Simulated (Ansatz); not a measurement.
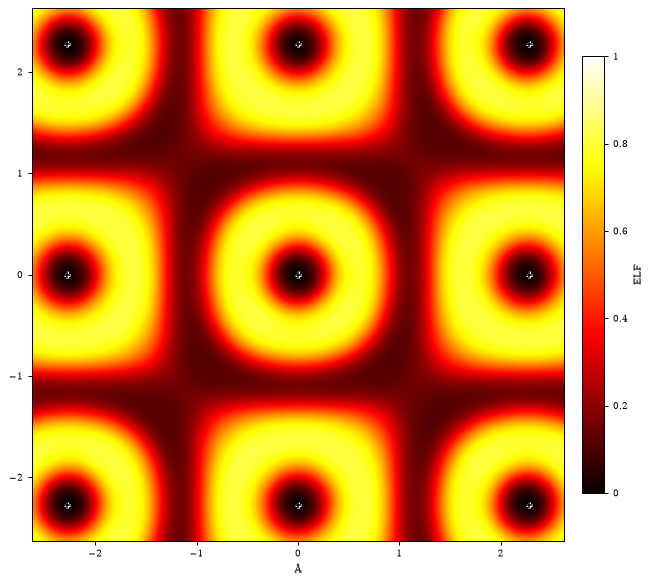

The ELF on a plane through atoms (crosses mark nuclei in the plane).

All numbers below come from DFT PBEsol, scalar-relativistic, plane waves, PAW in Ansatz.

Candidates:
A. HfB₂, a = 3.13 Å, b = 3.13 Å, c = 3.45 Å, α = 90.00°, β = 90.00°, γ = 120.00°. Space group P6/mmm.
B. ZrN, a = 4.55 Å, b = 4.55 Å, c = 4.55 Å, α = 90.00°, β = 90.00°, γ = 90.00°. Space group Fm-3m; computed without spin polarisation.

**Which system is this?**

Candidate B: ZrN on the (001) plane of the conventional cell, which holds Zr and N. Zr–N (2.28 Å): the ELF peaks at about 0.80 in the valence shell of N, 0.7 Å from its nucleus, and drops to about 0.15 between the two atoms; no localised pair shows between them. Zr–Zr (3.22 Å): the ELF is about 0.15 at the midpoint (no localised pair shows between them).
